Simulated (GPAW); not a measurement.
The GPAW input:

```python
from ase import Atoms
from ase.dft.bandgap import bandgap
from ase.io import write
from ase.units import GPa
from gpaw import GPAW, PW

atoms = Atoms(['Hf', 'Hf', 'O', 'O', 'O', 'O'],
              cell=[[4.81353299, 0.0, 0.0],
                    [0.0, 4.81353299, 0.0],
                    [0.0, 0.0, 3.20541541]],
              scaled_positions=[[0.5, 0.5, 0.5],
                                [0.0, 0.0, 0.0],
                                [0.80504488, 0.19495512, 0.5],
                                [0.69495512, 0.69495512, 0.0],
                                [0.30504488, 0.30504488, 0.0],
                                [0.19495512, 0.80504488, 0.5]],
              pbc=True)

calc = GPAW(mode=PW(800),
            xc='LDA',
            kpts={'size': (4, 4, 6), 'gamma': True},
            occupations={'name': 'fermi-dirac', 'width': 0.05},
            nbands=43,
            convergence={'density': 1e-05, 'energy': 1e-05},
            maxiter=150,
            txt='gpaw.txt')
atoms.calc = calc
energy = atoms.get_potential_energy()
forces = atoms.get_forces()
stress = atoms.get_stress()
calc.write('gs.gpw')
write('result.traj', atoms)
print(f'Energy: {energy:.6f} eV')
print('Forces (eV/A):')
print(forces.round(4))
print('Stress (GPa):', (stress / GPa).round(3))
print('Fermi level:', round(calc.get_fermi_level(), 4), 'eV')
print(f'Gap: {bandgap(calc)[0]:.4f} eV, direct: {bandgap(calc, direct=True)[0]:.4f} eV')

path = atoms.cell.bandpath('GXMGZRAZ,XR,MA', npoints=100, eps=1e-4)
bs_calc = calc.fixed_density(kpts=path, symmetry='off', nbands=62,
                             convergence={'bands': 'CBM+6.0', 'eigenstates': 1e-6}, txt='bands.txt')
bs = bs_calc.band_structure()
bs.write('bs.json')
print(f'Gap on the path: {bandgap(bs_calc)[0]:.4f} eV')
```

System: rutile-type HfO$_{2}$, space group P4_2/mnm, 6 atoms in the cell.

GPAW; LDA, the program's PAW data sets (release 1.2.1) made for this functional, no spin polarisation, no spin-orbit coupling, 4×4×6 k mesh, 800 eV cutoff.

What does the calculation give for the electronic structure? The path is Γ–X–M–Γ–Z–R–A–Z|X–R|M–A.

A wide-gap semiconductor or insulator. The gap along this path is 3.79 eV and direct: both edges lie at Γ. The top valence level at Γ is a single band, not degenerate (spin aside). The top valence band spans 1.3 eV and the lowest conduction band 1.7 eV. The direct gaps are 5.48 eV at A, 5.16 eV at X and 3.79 eV at Γ.

Spin-orbit coupling is left out, which matters for Hf. LDA, GGA and most meta-GGA functionals understate gaps. The cell is at −4 GPa in this functional. The usual form of HfO2 is monoclinic.

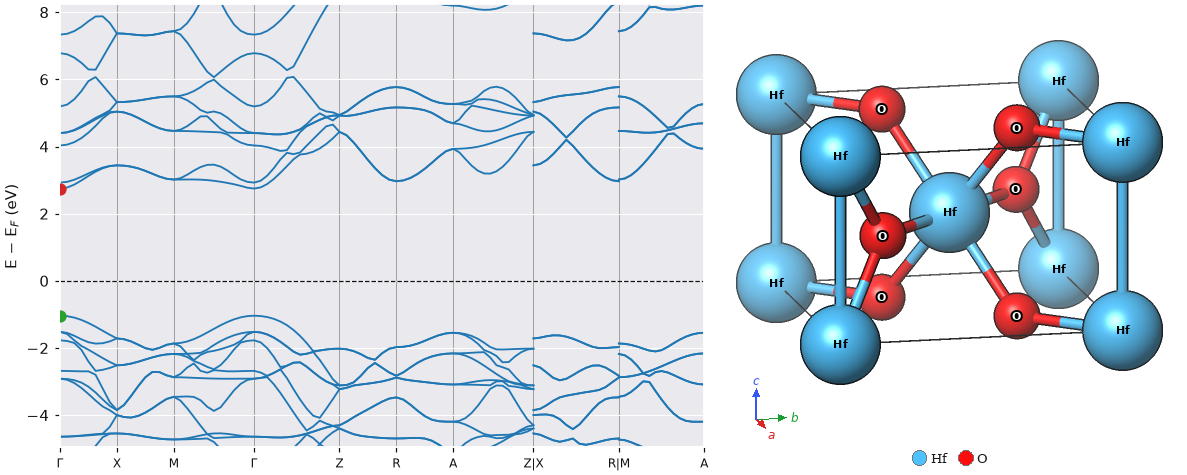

Band structure, beside the structure. Energies are counted from the Fermi level.
